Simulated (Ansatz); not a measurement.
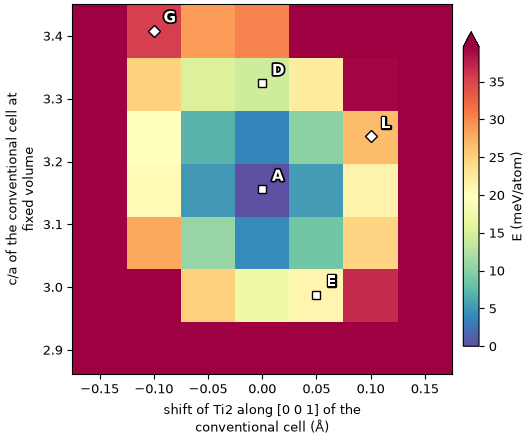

Ti₃Al (P-6m2, No. 187; 4 atoms in the cell). 
- The energy is mapped over a free internal coordinate and the cell.
- First axis: shift of Ti2 along [0 0 1] of the conventional cell, Cartesian (0 0 1), its symmetry partners moved as symmetry demands (measured in the relaxed cell). Second axis: c/a of the conventional cell at fixed volume.
- Nothing is relaxed (all other coordinates fixed).
- The grid has 7 × 7 points.
- Points are written as (first, second).
- Energies are in meV/atom, from the lowest grid point.
- Computed with Ansatz, DFT PBEsol, scalar-relativistic, plane waves, PAW. Settings: cutoff 520 eV, k-mesh 15×15×6 in the order of the run's cell vectors, gaussian smearing 0.15 eV, no spin polarisation.

In the figure: one coloured cell a grid point, one colour for all values above the top of the scale, lettered points.

### Rank the lettered points by energy, lowest first.

A (0 meV/atom), D (14 meV/atom), E (21 meV/atom), L (27 meV/atom), G (36 meV/atom).

### What kind of point is each of A, D, E, L: minimum, saddle, maximum or slope?

A: minimum; D: on a slope; E: on a slope; L: on a slope. (In these two coordinates alone; a stationary point may lie a little off the grid point.)

PAW datasets: the set soft_1.
